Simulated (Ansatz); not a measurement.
SnO

```
Sn O
1.0
     3.38476    0.00000    0.00000
    -1.69238    2.93129    0.00000
     0.00000    0.00000    6.45221
Sn O
2 2
Direct
  0.00000 0.00000 0.00000
  0.00000 0.00000 0.50000
  0.33333 0.66667 0.25000
  0.66667 0.33333 0.75000
```

Space group P6₃/mmc; started from the NiAs prototype, which need not be the ambient phase.

Level of theory: DFT, r2SCAN+rVV10, plane waves, PAW in Ansatz 0.2.0.

In a PAW calculation such maps are meaningful between the atoms, not at the nuclei.

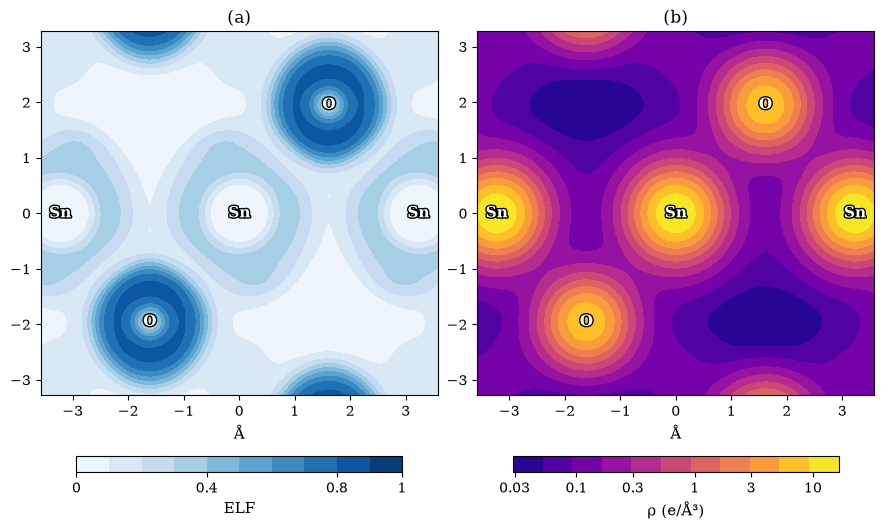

Figure 1. (a) electron localisation function; (b) valence electron density on the (110) plane of the conventional cell.

Read the bonding off the picture.

- The plane passes through Sn and O nuclei.
- Sn–O (2.53 Å): ρ is about 0.28 e/Å³ halfway; the ELF is about 0.20 at the midpoint (no localised pair shows between them).
- Between the atoms the lowest density in this plane is 0.03 e/Å³.

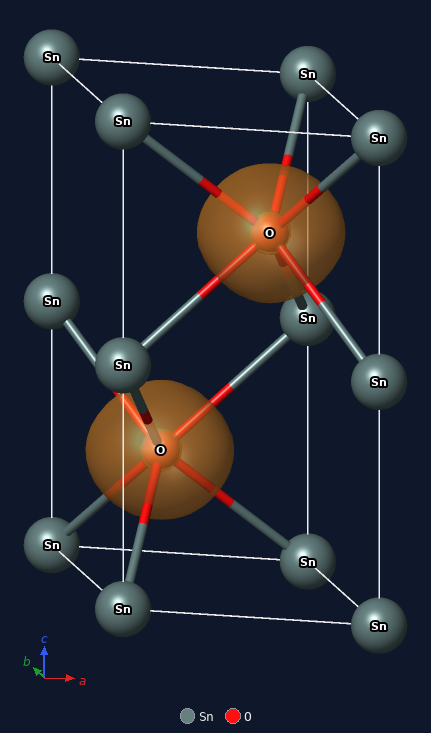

Figure 2. Isosurface of the ELF at 0.6 (orange), seen slightly off an axis. Core shells and regions of very low density are left out. Sticks mark near contacts.

Where are the electrons localised?

At this value the surface marks out two regions wrapped around O (the valence shell of each), counted in one cell of 4 atoms. Regions shared between cells count once.
